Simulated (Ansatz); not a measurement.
# W: what the electrons do

Space group Fm-3m; the calculation finds a residual pressure of about −5 GPa at this fixed cell. This isn't the usual form at ambient conditions.

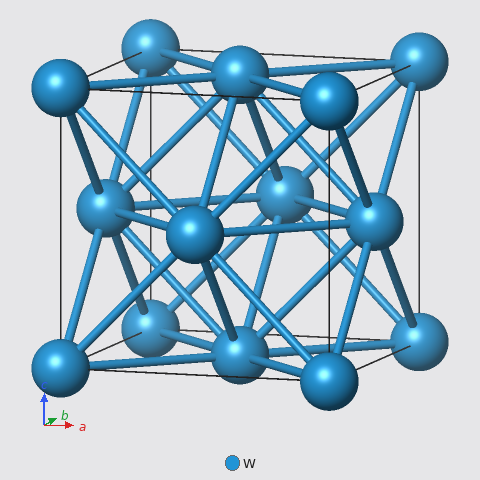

The conventional cell.

Input

```
crystal:
  lattice:
    - [0.0, 2.03, 2.03]
    - [2.03, 0.0, 2.03]
    - [2.03, 2.03, 0.0]
  atoms:
    - { symbol: W, position: [0.0, 0.0, 0.0] }
basis:
  ecutwfc: 500
  fft_grid_basis: typed
kpoints:
  mp_grid: { grid: [14, 14, 14] }
hamiltonian:
  xc: pbe
  pseudopotentials: { kind: paw }
scf:
  occupations: { method: gaussian, width: 0.05 }
output:
  forces: true
  stress: true
  eigenvalues: true
  bader: true
  write_density: true
  volumetric_format: npy
  elf: true
```

Launched as:

```sh
ansatz run input.yaml --threads 2 --pin off --max-ram 4096MiB --backend cpu --events-out ev --progress --plain --runs-dir out
```

The picture shows the conventional cell (a = 4.06 Å, b = 4.06 Å, c = 4.06 Å, α = 90.00°, β = 90.00°, γ = 90.00°).

All numbers below come from Ansatz, DFT PBE, scalar-relativistic, plane waves, PAW.

Core electrons are frozen (PAW), so the maps are meaningful between the atoms, not at the nuclei.

### 1. Bonding charge

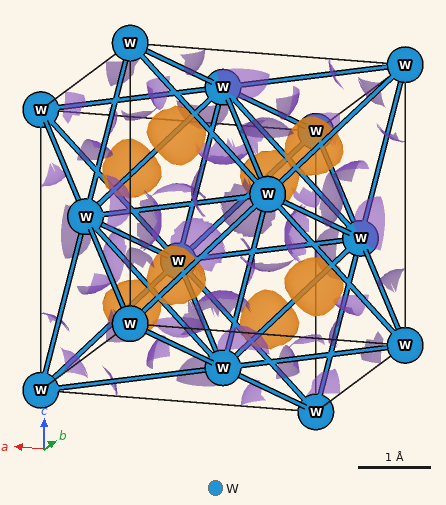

Deformation density (self-consistent density less superposed neutral spherical atoms): orange surfaces at +0.06 and purple ones at −0.06 e/Å³, in the conventional cell seen at an oblique angle (the regions close to the nuclei are left out). Cores are masked to 1.0 Å (W).

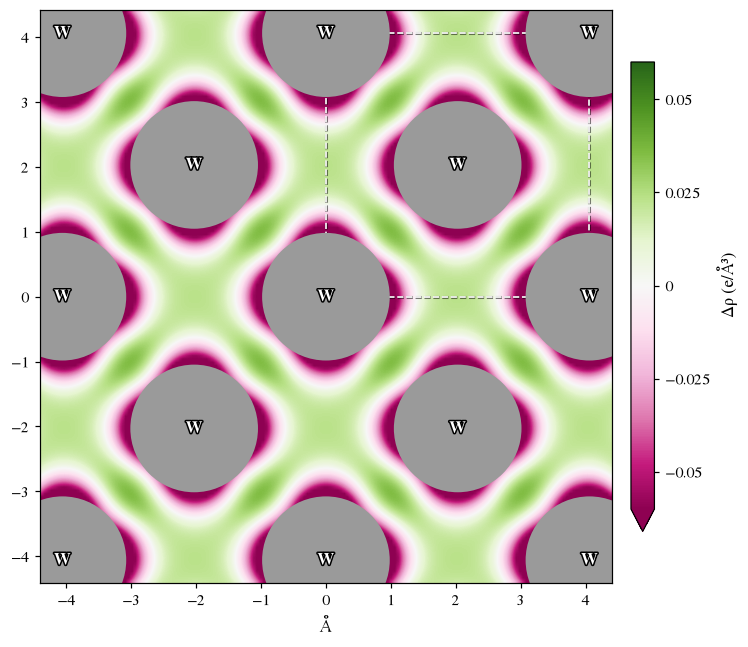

Also shown: a map on the (001) plane of the conventional cell, with grey discs over the atomic cores.

Q: Where does charge go when the atoms form this crystal?

A: W–W (2.87 Å): Δρ is +0.04 e/Å³ at the midpoint.
- Over the whole cell, outside the masked cores, the largest gain, 0.07 e/Å³, lies 1.8 Å from a tungsten nucleus (the plane drawn doesn't reach it), and the largest loss lies at the edge of the masked core of W.
- The rearranged charge, half the integral of |Δρ|, is about 0.29 e an atom.

### 2. One group of states

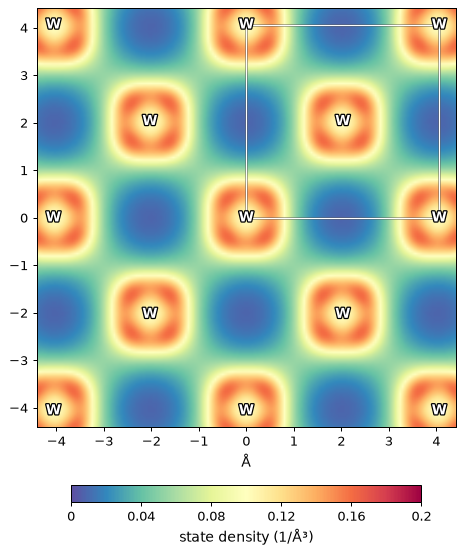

Density of the Kohn–Sham states from −0.25 to +0.25 eV about the Fermi level (the states at the Fermi level), scaled to one electron a cell: a map on the (100) plane of the conventional cell.

Q: Describe these states.

A: Löwdin projections on the PAW files' atomic orbitals give W 5d (95 %).

### 3. Another level of theory

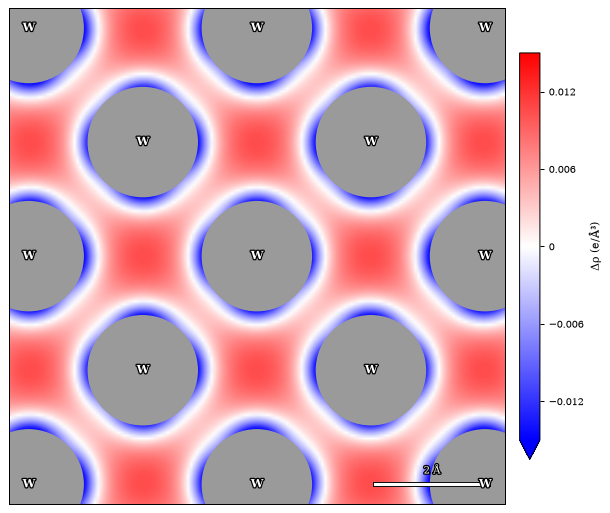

W: difference of two self-consistent densities at the same geometry, ρ(HSE06) − ρ(PBE), on the (010) plane of the conventional cell. Grey discs cover the cores, where the PAW densities can't be compared. Cores are masked to 1.0 Å (W).

Both runs: Ansatz, scalar-relativistic, plane waves and PAW, same cutoff, k-points and PAW files (made with PBE).

Q: What differs between the two levels of theory?

A: Against PBE, and outside the masked cores, the largest gain, 0.014 e/Å³, lies 1.8 Å from a tungsten nucleus, and the largest loss lies at the edge of the masked core of W. At this volume the pressure is −5 GPa with PBE and roughly −10 GPa with HSE06.

### 4. Change of volume

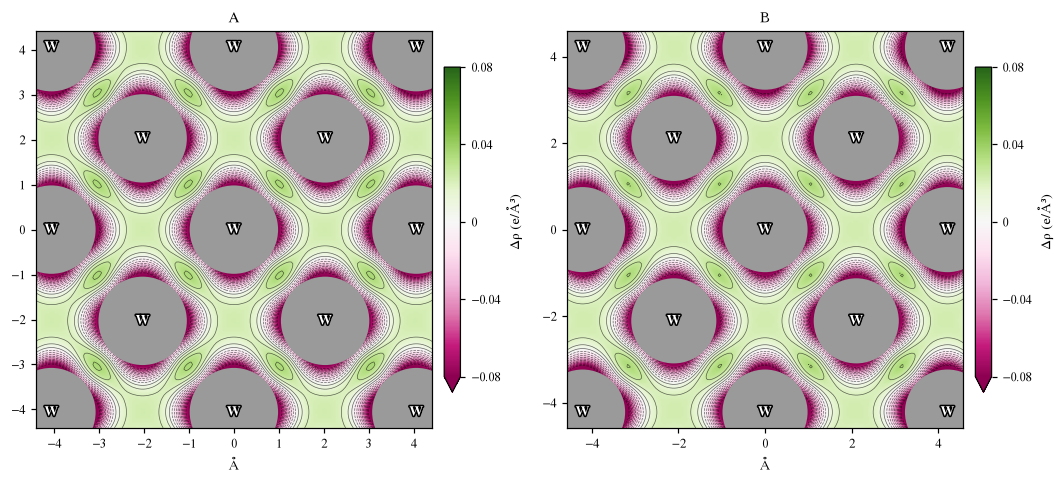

W: deformation density on the (001) plane of the conventional cell at two volumes, with the same fractional coordinates and one colour scale. Grey discs cover the cores.

Q: Which panel is the larger cell, by how much, and what changes?

A: B is the larger cell: B has 112 % of the volume of A.
- From A to B, W–W goes from 2.87 to 2.98 Å, and Δρ at its midpoint from +0.04 to +0.03 e/Å³.
- The pressure is −5 GPa in A and −28 GPa in B.
- The rearranged charge is 0.29 e an atom in A and 0.31 e in B.

### 5. Putting it together

The two pressures give a mean stiffness −ΔP/Δln V of about 208 GPa over this range, with the atoms held at their fractional positions.
